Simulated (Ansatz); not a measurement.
# Geometry relaxation, with input and output: Al₃₂O (part 2 of 2)

The same run, continued: Al₃₂O (defect cell, 33 atoms in the cell); DFT PBE, scalar-relativistic, plane waves, PAW, PAW set soft_1, no spin polarisation (Ansatz 0.2.0); cutoff 420 eV, 3×3×3 k-mesh, Gaussian smearing of 0.15 eV. It belongs to a series of runs on one base structure; here: end point A relaxed.

## Output, continued
```
--- Forces (eV/Å), atoms counted from 1 ---
  atom   1  Al    -0.00027150    -0.00149004    -0.00019849
  atom   2  Al     0.00120673     0.00030316     0.00008144
  atom   3  Al     0.00038953     0.00021404     0.00046639
  atom   4  Al     0.00074460    -0.00249267     0.00042933
  atom   5  Al    -0.00158276     0.00209675    -0.00030470
  atom   6  Al    -0.00210397     0.00117448     0.00001403
  atom   7  Al     0.00201052    -0.00048870     0.00083917
  atom   8  Al    -0.00039835    -0.00294017    -0.00054352
  atom   9  Al    -0.00074389     0.00016030     0.00036550
  atom  10  Al     0.00294392     0.00046290    -0.00138305
  atom  11  Al    -0.00016588    -0.00136957     0.00044573
  atom  12  Al     0.00091310     0.00084079     0.00019063
  atom  13  Al    -0.00018842     0.00069554     0.00011785
  atom  14  Al    -0.00084605     0.00077246    -0.00146529
  atom  15  Al     0.00127116     0.00092689    -0.00162312
  atom  16  Al    -0.00053530     0.00187059    -0.00160992
[...]
  atom  17  Al     0.00233648    -0.00246458     0.00138785
  atom  18  Al    -0.00145653    -0.00033201    -0.00121109
  atom  19  Al    -0.00029772    -0.00047588     0.00011320
  atom  20  Al     0.00053088     0.00022515    -0.00052868
  atom  21  Al    -0.00034972    -0.00098929     0.00010411
  atom  22  Al    -0.00016436     0.00065646    -0.00003131
  atom  23  Al    -0.00029262     0.00024850     0.00062731
  atom  24  Al    -0.00002906     0.00040768    -0.00035055
  atom  25  Al    -0.00061020     0.00027029    -0.00051135
  atom  26  Al    -0.00112826     0.00117357     0.00196049
  atom  27  Al    -0.00025480     0.00068669    -0.00167147
  atom  28  Al    -0.00111799    -0.00031745    -0.00177448
  atom  29  Al    -0.00024480     0.00016177     0.00018062
  atom  30  Al    -0.00077756     0.00040974     0.00246836
  atom  31  Al    -0.00028830     0.00054537     0.00018524
  atom  32  Al     0.00092821    -0.00017943     0.00273222
  atom  33  O      0.00058047    -0.00077076     0.00050362
  max |Σ_I F_I| component: 7.55e-6 eV/Å
--- Band table (eV; the first three rows and the last of 14) ---
  k-point 0: bands = ["-13.2998", "-2.9716", "-1.1436", "-1.1433", "-1.1431", "-0.8724", "-0.8723", "-0.3474", "0.1235", "0.1237", "0.1240", "1.3121", "1.3123", "1.3498", "1.3499", "1.3501", "1.3506", "1.3508", "1.3510", "2.2196", "2.2198", "2.2199", "2.3308", "3.5165", "3.5193", "3.5193", "3.5195", "4.1554", "4.1556", "4.1556", "4.3095", "5.1042", "5.1042", "5.5548", "6.5670", "6.5671", "6.5672", "7.0904", "7.0906", "7.1403", "7.1723", "7.1724", "7.1727", "7.1796", "7.1797", "7.3117", "7.3119", "7.3121", "8.1033", "8.1036", "8.1038", "8.2805", "8.4426", "8.4426", "8.4432", "9.0833", "9.0835", "9.0835", "9.1728", "9.1730", "9.1731", "9.1742", "9.1743", "9.2136", "9.2137", "9.2137", "9.2253", "9.2255", "9.2255", "9.8284", "9.8286", "9.8288", "10.6613", "10.6614", "10.7066", "10.7068", "10.7068", "10.7347", "10.7347", "10.7348", "10.8499", "11.8714", "11.8715", "11.8715"]
  k-point 1: bands = ["-13.2998", "-2.7576", "-2.0228", "-0.9775", "-0.9771", "-0.6356", "-0.6273", "-0.1589", "-0.1588", "-0.0094", "0.1139", "0.7303", "0.7306", "0.8322", "1.1889", "1.5949", "1.8920", "1.8921", "1.9015", "2.3172", "2.7223", "2.7224", "2.7357", "3.0164", "3.3722", "3.3724", "3.4364", "3.8568", "5.1293", "5.1764", "5.1765", "5.1804", "5.2871", "5.3347", "5.4095", "5.4096", "5.6281", "6.0239", "6.0440", "6.4556", "6.7709", "6.7710", "7.2922", "7.3064", "7.3065", "7.3474", "7.3737", "7.3738", "7.5712", "7.7093", "7.7095", "7.7899", "8.0404", "8.1906", "8.1907", "8.7346", "8.7544", "8.8172", "8.8486", "9.0768", "9.0769", "9.1197", "9.5103", "9.5880", "9.9571", "9.9806", "9.9807", "10.6211", "10.6215", "10.7994", "10.8589", "10.9403", "10.9407", "10.9688", "11.0774", "11.2125", "11.2127", "11.3993", "12.2393", "12.2393", "12.2675", "12.3101", "12.3314", "12.4362"]
  k-point 2: bands = ["-13.2998", "-2.7576", "-2.0227", "-0.9772", "-0.9770", "-0.6359", "-0.6274", "-0.1590", "-0.1589", "-0.0095", "0.1138", "0.7305", "0.7306", "0.8325", "1.1887", "1.5949", "1.8919", "1.8921", "1.9014", "2.3171", "2.7222", "2.7224", "2.7356", "3.0164", "3.3724", "3.3724", "3.4364", "3.8570", "5.1292", "5.1764", "5.1764", "5.1803", "5.2871", "5.3347", "5.4095", "5.4096", "5.6283", "6.0239", "6.0439", "6.4559", "6.7709", "6.7710", "7.2922", "7.3063", "7.3065", "7.3473", "7.3737", "7.3738", "7.5711", "7.7095", "7.7095", "7.7900", "8.0403", "8.1905", "8.1906", "8.7345", "8.7543", "8.8172", "8.8487", "9.0767", "9.0768", "9.1196", "9.5103", "9.5880", "9.9572", "9.9805", "9.9806", "10.6214", "10.6215", "10.7993", "10.8589", "10.9404", "10.9406", "10.9686", "11.0774", "11.2124", "11.2127", "11.3996", "12.2394", "12.2395", "12.2675", "12.3101", "12.3317", "12.4364"]
  k-point 13: bands = ["-13.2997", "-2.3103", "-1.7154", "-1.7153", "-1.3998", "-0.9958", "-0.9957", "-0.6387", "-0.3871", "0.2873", "0.2881", "0.8165", "1.4047", "1.4048", "1.7143", "2.0547", "2.0548", "2.0742", "2.3827", "2.3829", "2.6184", "3.1010", "3.1012", "3.2173", "3.7049", "3.7051", "3.7232", "4.1847", "4.1848", "4.2095", "4.5588", "4.5589", "4.6107", "4.8797", "4.8797", "5.1032", "5.1032", "5.2800", "5.8415", "5.8416", "6.1516", "6.3405", "7.0299", "7.0538", "7.0539", "7.2505", "7.2510", "7.4374", "7.7380", "7.7621", "7.7622", "8.2036", "8.2038", "8.4254", "8.7430", "9.0973", "9.0974", "9.3588", "9.5679", "9.5681", "9.6591", "9.8087", "9.8087", "10.0630", "10.0896", "10.0897", "10.2706", "10.2708", "10.4089", "10.6039", "10.6040", "10.6712", "10.8930", "11.2176", "11.2177", "11.8946", "12.5945", "12.5946", "12.7430", "12.8117", "12.8120", "12.8442", "12.8475", "12.8477"]
--- Relaxed structure (14 steps of the walk, 14 accepted, 0 SCFs on fresh bases) ---
  F+E_penalty+E_count = -17769.03861957 eV   max|allowed force component| = 2.944e-3 eV/Å
  atoms:
    - { symbol: Al, position: [0.4993836908727859, 0.006491175653954742, -0.003462049553081639] }
    - { symbol: Al, position: [0.7432832700936817, 0.25038307492910433, -0.003456307273804463] }
    - { symbol: Al, position: [0.7433042723255335, 0.006459280156208542, 0.24601642333075407] }
    - { symbol: Al, position: [-0.004530658238983281, 0.006382486092174337, -0.004602691793574584] }
    - { symbol: Al, position: [0.24725792149254572, 0.25052679787558957, -0.004560687534463591] }
    - { symbol: Al, position: [0.4992585486289143, 0.5025597119640205, -0.004563595438281373] }
    - { symbol: Al, position: [0.7434227257149333, 0.7542891431889361, -0.004605097854699021] }
    - { symbol: Al, position: [0.247211831972353, 0.006394430389034333, 0.247152181812591] }
    - { symbol: Al, position: [0.4993808870653033, 0.2504350137381883, 0.2460480575164198] }
    - { symbol: Al, position: [0.7434046121666475, 0.5025684709026663, 0.24718735012124718] }
    - { symbol: Al, position: [0.4976649898898123, 0.004778370839523383, 0.4975742017458136] }
    - { symbol: Al, position: [0.7450316728758912, 0.25210213911103846, 0.4975976620165725] }
    - { symbol: Al, position: [0.7450505686700334, 0.004704186101458838, 0.7449621643082264] }
    - { symbol: Al, position: [-0.013966965233792457, 0.4930202186273766, -0.013995034453619163] }
    - { symbol: Al, position: [0.25666183507512624, 0.7637772743497021, -0.014031292875890151] }
    - { symbol: Al, position: [-0.004504840555852626, 0.25052546647002594, 0.24720209655761843] }
    - { symbol: Al, position: [0.2566265787384775, 0.4931867389251288, 0.25660803239243946] }
    - { symbol: Al, position: [0.499240669041267, 0.7543234365299271, 0.2471701893185279] }
    - { symbol: Al, position: [-0.003388320182600673, 0.006460117305923644, 0.49930498702065423] }
    - { symbol: Al, position: [0.24610833341760896, 0.2504209032656166, 0.49933542689771043] }
    - { symbol: Al, position: [0.49939380035894826, 0.5037030058897131, 0.49933095976610425] }
    - { symbol: Al, position: [0.7433297983711593, 0.7531628308323206, 0.4993100904749118] }
    - { symbol: Al, position: [0.24611871167037103, 0.006450494269294641, 0.7432346686940857] }
    - { symbol: Al, position: [0.49766656635263384, 0.2521193800405874, 0.7449934269084193] }
    - { symbol: Al, position: [0.7433540435608831, 0.5036500663865399, 0.7432781180746224] }
    - { symbol: Al, position: [-0.013989271301189894, 0.7637714391539906, 0.25656155083156046] }
    - { symbol: Al, position: [-0.004500085081678564, 0.5025579156772209, 0.4991880808290412] }
    - { symbol: Al, position: [0.24723977036746916, 0.7543187101506065, 0.4991806227308512] }
    - { symbol: Al, position: [-0.0033809790848460604, 0.2503805700476684, 0.7432428711995975] }
    - { symbol: Al, position: [0.24723428883713072, 0.5025708829832163, 0.7433638665794532] }
    - { symbol: Al, position: [0.4993964880364838, 0.7531666810136356, 0.7432486609835899] }
    - { symbol: Al, position: [-0.004524051459267801, 0.7542761903083778, 0.7433447101460817] }
    - { symbol: O, position: [0.12130839554221816, 0.6284631968312302, 0.12123975652052099] }
```

## Trajectory as extended XYZ (Å, eV, eV/Å), 3 of the 14 frames kept, from step=1 to step=14
```
33
Lattice="8.1000 0.0000 0.0000 0.0000 8.1000 0.0000 0.0000 0.0000 8.1000" Properties=species:S:1:pos:R:3:forces:R:3 step=1 energy=-17767.26915
Al    4.0500    0.0000    0.0000   -0.0042   0.1243  -0.0001
Al    6.0750    2.0250    0.0000   -0.1301   0.0151   0.0001
Al    6.0750    0.0000    2.0250    0.0548  -0.0476  -0.0608
Al    0.0000    0.0000    0.0000   -0.0297   1.0227  -0.0157
Al    2.0250    2.0250    0.0000    0.1380   0.0208   0.0002
Al    4.0500    4.0500    0.0000   -0.0099  -0.1451   0.0002
Al    6.0750    6.0750    0.0000   -1.0351   0.0769  -0.0160
Al    2.0250    0.0000    2.0250   -0.0452  -0.0269  -0.0431
Al    4.0500    2.0250    2.0250   -0.0008   0.0024   0.0184
Al    6.0750    4.0500    2.0250   -0.0047   0.0168  -0.0053
Al    4.0500    0.0000    4.0500   -0.0013   0.0430  -0.0007
Al    6.0750    2.0250    4.0500   -0.0303   0.0028  -0.0005
Al    6.0750    0.0000    6.0750    0.0630  -0.0565   0.0647
Al    0.0000    4.0500    0.0000   -0.0359  -1.3385  -0.0190
Al    2.0250    6.0750    0.0000    1.1403   0.0821  -0.0171
Al    0.0000    2.0250    2.0250    0.0003   0.0194   0.1362
Al    2.0250    4.0500    2.0250    0.0227  -0.0124   0.0261
Al    4.0500    6.0750    2.0250   -0.0077  -0.0004   0.1375
Al    0.0000    0.0000    4.0500   -0.0002   0.1245  -0.0022
Al    2.0250    2.0250    4.0500    0.0149   0.0024  -0.0004
Al    4.0500    4.0500    4.0500   -0.0008  -0.0039  -0.0004
Al    6.0750    6.0750    4.0500   -0.1313   0.0002  -0.0032
Al    2.0250    0.0000    6.0750   -0.0549  -0.0384   0.0485
Al    4.0500    2.0250    6.0750   -0.0009   0.0026  -0.0265
Al    6.0750    4.0500    6.0750    0.0104   0.0299   0.0134
Al    0.0000    6.0750    2.0250   -0.0317   0.0803   1.1031
Al    0.0000    4.0500    4.0500    0.0004  -0.1453  -0.0052
Al    2.0250    6.0750    4.0500    0.1396  -0.0005  -0.0044
Al    0.0000    2.0250    6.0750    0.0002   0.0165  -0.1320
Al    2.0250    4.0500    6.0750    0.0057   0.0037  -0.0162
Al    4.0500    6.0750    6.0750   -0.0066   0.0000  -0.1332
Al    0.0000    6.0750    6.0750   -0.0306   0.0777  -1.0488
O     0.0368    5.9809    0.0194    0.0015   0.0517   0.0022
33
Lattice="8.1000 0.0000 0.0000 0.0000 8.1000 0.0000 0.0000 0.0000 8.1000" Properties=species:S:1:pos:R:3:forces:R:3 step=7 energy=-17768.04651
Al    4.0510    0.0291   -0.0104    0.0161   0.0470   0.0081
Al    5.9670    2.0387   -0.0088   -0.0957  -0.0240   0.0125
Al    6.0882    0.0015    1.9966   -0.0399   0.0475   0.0387
Al   -0.0400    0.2616   -0.0209    0.0098  -0.2704   0.0077
Al    2.0973    2.0618   -0.0083    0.0434  -0.0536   0.0061
Al    4.0077    4.0749   -0.0119    0.0170   0.0181  -0.0036
Al    5.9894    6.1345   -0.0179   -0.2028   0.0321  -0.0214
Al    1.9783    0.0309    1.9857    0.0010   0.0286   0.0103
Al    4.0637    2.0073    2.0355    0.0242  -0.0214  -0.0179
Al    6.0045    4.0809    2.0195   -0.0029   0.0051  -0.0240
Al    4.0318    0.0486    4.0392   -0.0032  -0.0735   0.0008
Al    6.0411    2.0447    4.0446    0.0388   0.0180   0.0038
Al    6.0746    0.0110    6.0767   -0.0702   0.0799  -0.0797
Al   -0.0286    3.7030   -0.0153   -0.1921  -0.2137  -0.1350
Al    2.1395    6.1235   -0.0164    0.0499   0.0511  -0.0919
Al   -0.0138    2.0589    2.1129    0.0143  -0.0305   0.0554
Al    2.1097    3.9941    2.1343    0.0300  -0.0651   0.0438
Al    4.0173    6.1074    2.0551   -0.0201  -0.0029   0.0023
Al   -0.0186   -0.0018    4.0511    0.0114   0.0190   0.0161
Al    2.0257    1.9976    4.0604   -0.0127  -0.0220   0.0211
Al    4.0737    4.0660    4.0628    0.0301   0.0108   0.0238
Al    6.0569    6.1101    4.0420   -0.0166  -0.0022   0.0148
Al    1.9806    0.0058    6.0978    0.0124   0.0157  -0.0218
Al    4.0475    2.0340    6.0450    0.0059   0.0078   0.0228
Al    6.0558    4.0978    6.0748    0.0358  -0.0058   0.0302
Al   -0.0267    6.1148    2.0225   -0.0538  -0.0356  -0.1435
Al   -0.0211    4.0963    4.0228   -0.0116   0.0346  -0.0156
Al    2.0183    6.1086    4.0268   -0.0202   0.0154  -0.0289
Al   -0.0147    2.0468    5.9675    0.0189  -0.0195  -0.0797
Al    2.0436    4.0507    5.9736   -0.0165  -0.0092  -0.0369
Al    4.0298    6.1088    6.0280    0.0083  -0.0066  -0.0228
Al   -0.0284    6.1193    6.1029   -0.0508   0.0350  -0.2104
O     0.4360    5.4138    0.2510    0.4404   0.3913   0.6138
33
Lattice="8.1000 0.0000 0.0000 0.0000 8.1000 0.0000 0.0000 0.0000 8.1000" Properties=species:S:1:pos:R:3:forces:R:3 step=14 energy=-17769.03862
Al    4.0450    0.0526   -0.0280   -0.0003  -0.0015  -0.0002
Al    6.0206    2.0281   -0.0280    0.0012   0.0003   0.0001
Al    6.0208    0.0523    1.9927    0.0004   0.0002   0.0005
Al   -0.0367    0.0517   -0.0373    0.0007  -0.0025   0.0004
Al    2.0028    2.0293   -0.0369   -0.0016   0.0021  -0.0003
Al    4.0440    4.0707   -0.0370   -0.0021   0.0012   0.0000
Al    6.0217    6.1097   -0.0373    0.0020  -0.0005   0.0008
Al    2.0024    0.0518    2.0019   -0.0004  -0.0029  -0.0005
Al    4.0450    2.0285    1.9930   -0.0007   0.0002   0.0004
Al    6.0216    4.0708    2.0022    0.0029   0.0005  -0.0014
Al    4.0311    0.0387    4.0304   -0.0002  -0.0014   0.0004
Al    6.0348    2.0420    4.0305    0.0009   0.0008   0.0002
Al    6.0349    0.0381    6.0342   -0.0002   0.0007   0.0001
Al   -0.1131    3.9935   -0.1134   -0.0008   0.0008  -0.0015
Al    2.0790    6.1866   -0.1137    0.0013   0.0009  -0.0016
Al   -0.0365    2.0293    2.0023   -0.0005   0.0019  -0.0016
Al    2.0787    3.9948    2.0785    0.0023  -0.0025   0.0014
Al    4.0438    6.1100    2.0021   -0.0015  -0.0003  -0.0012
Al   -0.0274    0.0523    4.0444   -0.0003  -0.0005   0.0001
Al    1.9935    2.0284    4.0446    0.0005   0.0002  -0.0005
Al    4.0451    4.0800    4.0446   -0.0003  -0.0010   0.0001
Al    6.0210    6.1006    4.0444   -0.0002   0.0007   0.0000
Al    1.9936    0.0522    6.0202   -0.0003   0.0002   0.0006
Al    4.0311    2.0422    6.0344    0.0000   0.0004  -0.0004
Al    6.0212    4.0796    6.0206   -0.0006   0.0003  -0.0005
Al   -0.1133    6.1865    2.0781   -0.0011   0.0012   0.0020
Al   -0.0365    4.0707    4.0434   -0.0003   0.0007  -0.0017
Al    2.0026    6.1100    4.0434   -0.0011  -0.0003  -0.0018
Al   -0.0274    2.0281    6.0203   -0.0002   0.0002   0.0002
Al    2.0026    4.0708    6.0212   -0.0008   0.0004   0.0025
Al    4.0451    6.1006    6.0203   -0.0003   0.0005   0.0002
Al   -0.0366    6.1096    6.0211    0.0009  -0.0002   0.0027
O     0.9826    5.0906    0.9820    0.0006  -0.0008   0.0005
```

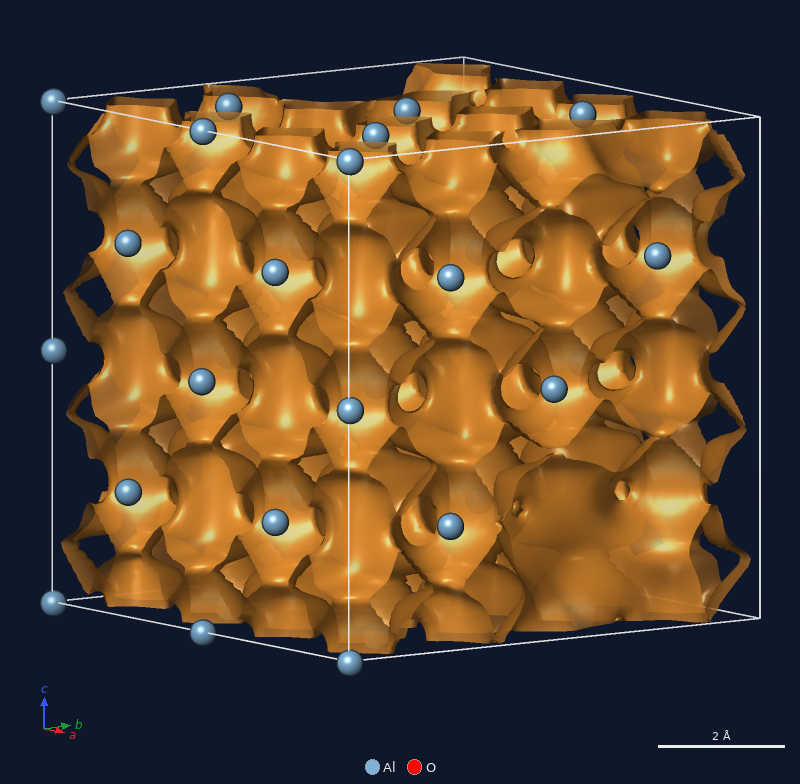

Figure 1. Isosurface of the electron localisation function at 0.55 (orange), seen at an oblique angle. Only the valence region is drawn (cores and ρ < 0.01 e/Å³ removed). Sticks mark near contacts. The outline is the calculation cell. Profiles from the grid: Al–O (1.90 Å): the ELF is about 0.75 at the midpoint. The fields are those of the smooth PAW valence density.

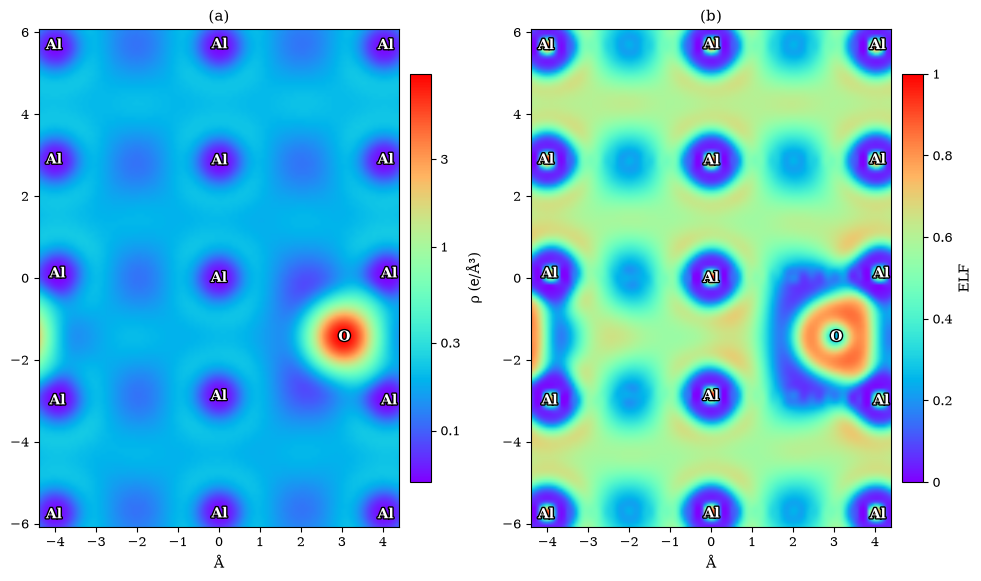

Figure 2. (a) valence pseudo-density; (b) ELF on the (011) plane of the calculation cell. Atoms in the plane: Al and O. Al–O (1.90 Å): ρ at the midpoint is about 0.58 e/Å³; the ELF is about 0.75 at the midpoint. Away from the nuclei the density in this plane falls to 0.09 e/Å³ at its lowest.

## Results in brief

- outcome: converged
- electrons treated: 102
- free energy: −17769.0386 eV
- Fermi energy: 7.971 eV
- final volume: 531.44 Å³
- largest force (length of the vector) at the end: 0.004 eV/Å
- wall time: 64 s (CPU time 4.2 min)
- peak memory: 1.6 GiB
